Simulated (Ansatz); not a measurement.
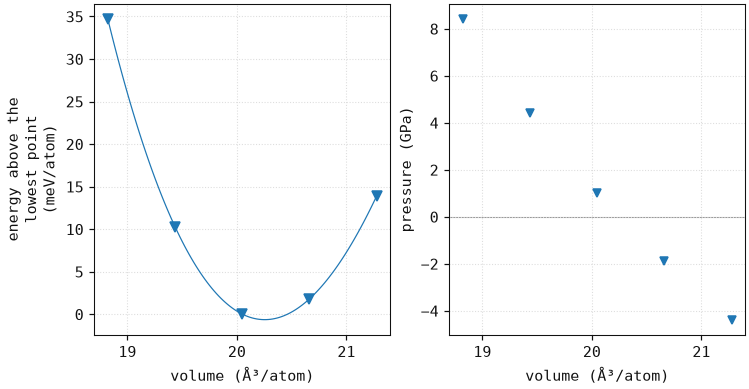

The plot gives the computed energy above the lowest point and pressure against volume for Si, space group Fd-3m (No. 227) (one of a set of cubic test structures, which need not be the stable phase).

Method: equation of state of a cubic crystal from periodic Kohn-Sham density functional theory without spin, third-order Birch-Murnaghan fit to the free energies; pressure corrected for the finite basis (Ansatz 0.2.0 development build). Level: HSE06.

| setting | value |
| --- | --- |
| structure type | diamond |
| atoms in cell | 2 |
| space group number | 227 |
| lattice centring | face-centred primitive |
| k mesh | 4×4×4 |
| occupation method | Fermi–Dirac |
| occupation width | 0.05 eV |
| wave cutoff | 460 eV |
| datasets | hand-made PAW |
| density tolerance | 0 eV |
| bands | 8 |
| density cutoff ratio | 4 |
| search for lower states | default |
| exchange singularity | regularized |

Q: What equilibrium volume and bulk modulus follow from the curve?

A: A third-order Birch–Murnaghan fit gives V0 = 20.25 Å³/atom, B0 = 98.4 GPa and B′ = 4.2.

Q: What does the pressure do across the range?

A: It falls from 8.4 GPa at volume 18.82 Å³/atom to −4.4 GPa at 21.28 Å³/atom, and changes sign near 20.27 Å³/atom.

Limits of the calculation: modest k-mesh, values are not fully converged in k.
